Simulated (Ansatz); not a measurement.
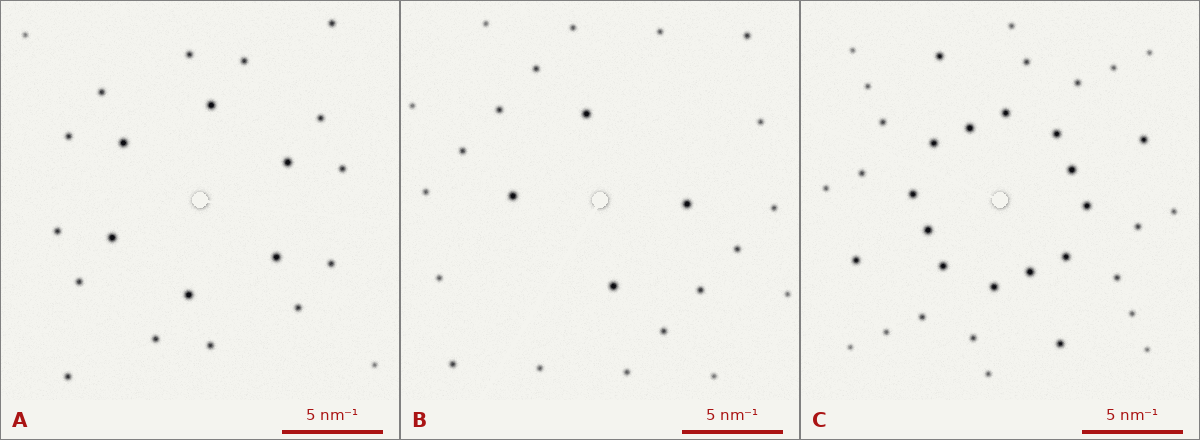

The patterns are kinematic simulations for 200 kV electrons (no multiple scattering; isotropic B = 0.5 Å²).

All three come from Si, space group Pm-3n (No. 223), a = 5.13 Å. Structure: the input geometry of an electronic-structure calculation (not necessarily at equilibrium); the starting structure was generated, so it need not be a known form of this composition.

Q: Assign the zone axes [001], [111], [211] to A, B and C.

A: A is [111]: hexagonal net of -1 0 1 (itself too weak to see) at d = 3.63 Å and 0 -1 1 (itself too weak to see) at d = 3.63 Å, at 60.0°. B is [211]: rectangular net of 0 1 -1 (itself too weak to see) at d = 3.63 Å and -1 1 1 (itself extinct) at d = 2.96 Å, at 90.0°. C is [001]: square net of 1 0 0 (itself extinct) at d = 5.13 Å and 0 1 0 (itself extinct) at d = 5.13 Å, at 90.0°.
